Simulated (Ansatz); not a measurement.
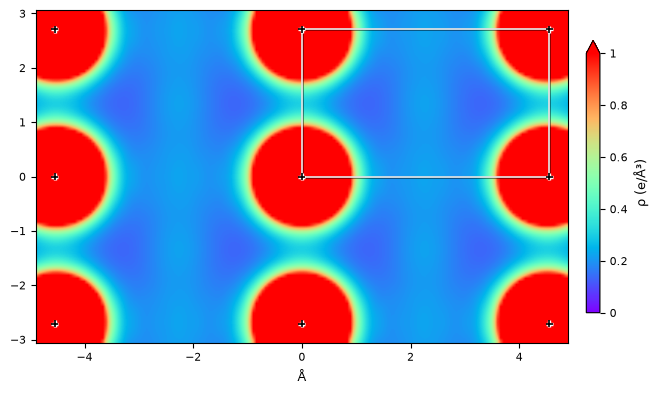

The valence electron density on a plane through atoms (crosses mark nuclei in the plane).

Computed with DFT, RPBE, plane waves (420 eV) with PAW, scalar-relativistic in Ansatz 0.2.0.

Candidates:
A. Be, a = 2.18 Å, b = 2.18 Å, c = 6.93 Å, α = 90.00°, β = 90.00°, γ = 120.00°. Space group P6₃/mmc; set up as Be, dhcp; a generated structure, not necessarily the stable one; changed on purpose from its base cell (volume × 0.88); computed pressure about 19 GPa in this cell.
B. Pd, a = 4.55 Å, b = 4.55 Å, c = 2.71 Å, α = 90.00°, β = 90.00°, γ = 120.00°. Space group P6/mmm; set up as Pd, omega (AlB2-type); a generated structure, not necessarily the stable one.

Question: Which system is this?

Answer: Candidate B: Pd on the (100) plane of the conventional cell, which holds Pd. Pd–Pd (2.71 Å): ρ at the midpoint is about 0.3 e/Å³.
